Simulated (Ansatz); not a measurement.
Ta₄N₅ (slab)

Input

```
crystal:
  lattice:
    - [3.1088180371, 0.0, 0.0]
    - [-1.5544090186, 2.6923153959, 0.0]
    - [0.0, 0.0, 25.1533571921]
  atoms:
    - { symbol: "N", position: [0.6666666667, 0.3333333333, 0.2981709337] }
    - { symbol: Ta, position: [0.0, 0.0, 0.3486282003] }
    - { symbol: "N", position: [0.3333333333, 0.6666666667, 0.3990854669] }
    - { symbol: Ta, position: [0.6666666667, 0.3333333333, 0.4495427334] }
    - { symbol: "N", position: [0.0, 0.0, 0.5] }
    - { symbol: Ta, position: [0.3333333333, 0.6666666667, 0.5504572666] }
    - { symbol: "N", position: [0.6666666667, 0.3333333333, 0.6009145331] }
    - { symbol: Ta, position: [0.0, 0.0, 0.6513717997] }
    - { symbol: "N", position: [0.3333333333, 0.6666666667, 0.7018290663] }
basis:
  ecutwfc: 500
kpoints:
  mp_grid: { grid: [12, 12, 1] }
hamiltonian:
  xc: r2scan
scf:
  occupations: { method: gaussian, width: 0.1 }
output:
  forces: true
  eigenvalues: true
  write_density: true
  write_potential: true
  elf: true
  volumetric_format: npy
relax:
  adjacent_minimum: "off"
  f_tol: 0.02
  max_steps: 60
efield:
  axis: 3
  dipole_correction: true
  ramp_width: 0.04
```

Run with:

```sh
ansatz run input.yaml --threads 1 --pin off --max-ram 2560MiB --backend cpu --events-out ev --progress --plain --runs-dir out
```

The fields are those of the relaxed geometry.

Computed without spin polarisation.

These are results of DFT r2SCAN, scalar-relativistic, plane waves, PAW (Ansatz 0.2.0), not measurements.

Core electrons are frozen (PAW), and the valence fields are smoothed inside the atomic spheres.

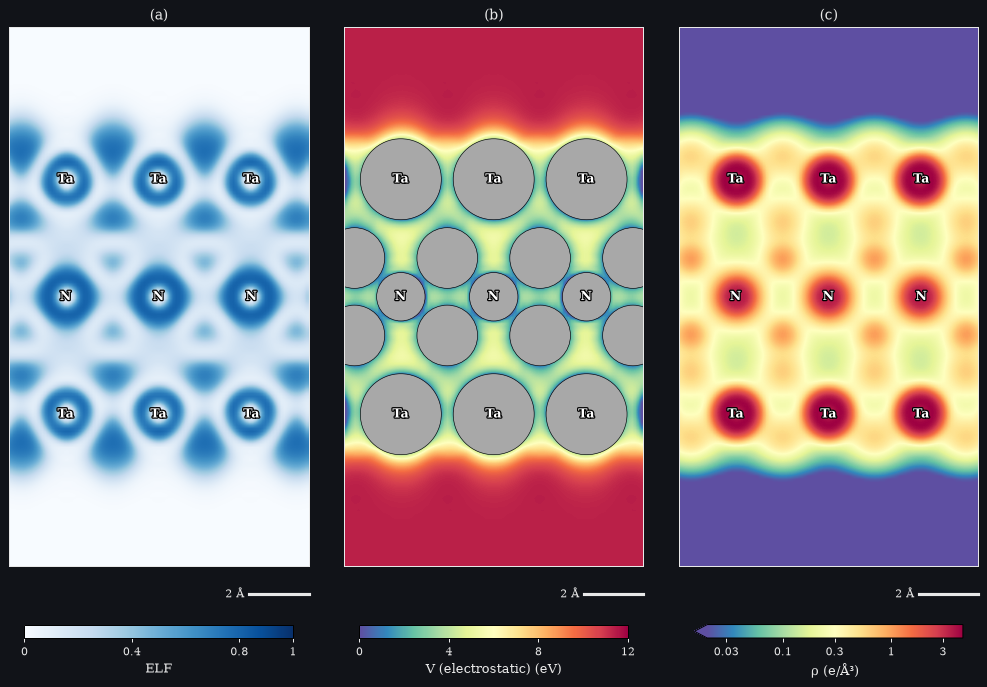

Figure 1. (a) electron localisation function; (b) electrostatic potential (local pseudopotential plus Hartree) felt by an electron; (c) valence pseudo-density on the (010) plane of the calculation cell, a cut from vacuum to vacuum. Grey discs cover the atomic cores in the potential map.

Question: What does the map show?

Answer:
- The plane passes through Ta and N nuclei.
- Atoms just off the plane (N, 0.9 Å away and Ta, 0.9 Å away) can leave unmarked features too.
- Ta–Ta (3.11 Å): the density is about 0.29 e/Å³ at the midpoint; the ELF is about 0.30 at the midpoint (no shared electron pair shows on this line).
- The density dies away to nearly zero in the vacuum.
- The features right at Ta lie inside the PAW spheres, where the map follows smoothed inner orbitals and isn't to be read closely.
- Outside the cores the potential energy rises away from the atoms and is highest in the vacuum; its zero is arbitrary.

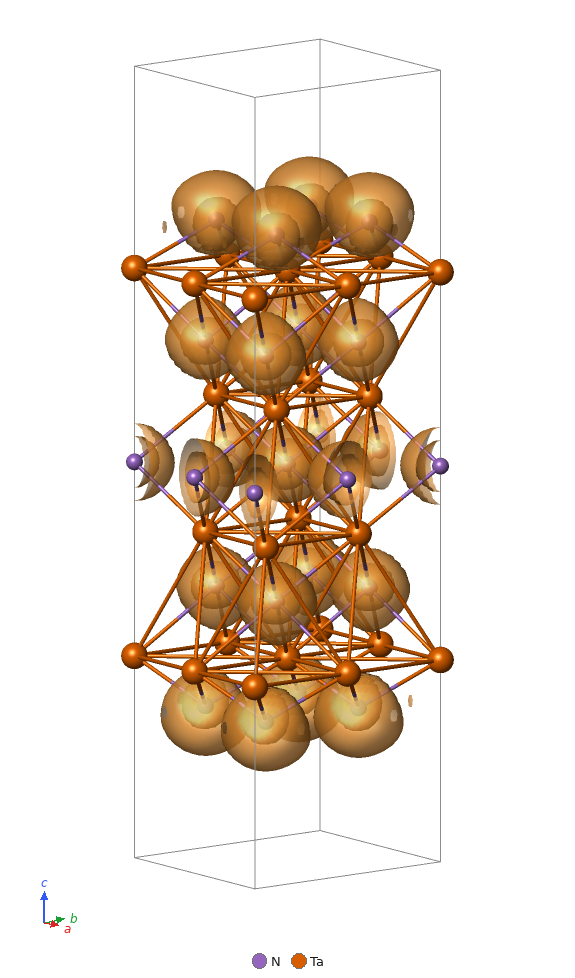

Figure 2. Isosurface of the ELF at 0.75 (orange), seen slightly off an axis. Core shells and regions of very low density are left out. Sticks mark near contacts.

Question: Describe the localisation domains.

Answer: At this value the surface marks out five regions wrapped around N (the valence shell of each), counted in one cell of 9 atoms. Counts are for one cell; the picture repeats the cell along the surface.


Ta–N (2.01 Å): the ELF peaks at about 0.80 in the valence shell of N, 0.6 Å from its nucleus, and is about 0.30 at the midpoint (no localised pair shows between them).

Question: Does the calculation give a band gap?

Answer: It is gapless in this calculation (a metal or semimetal).
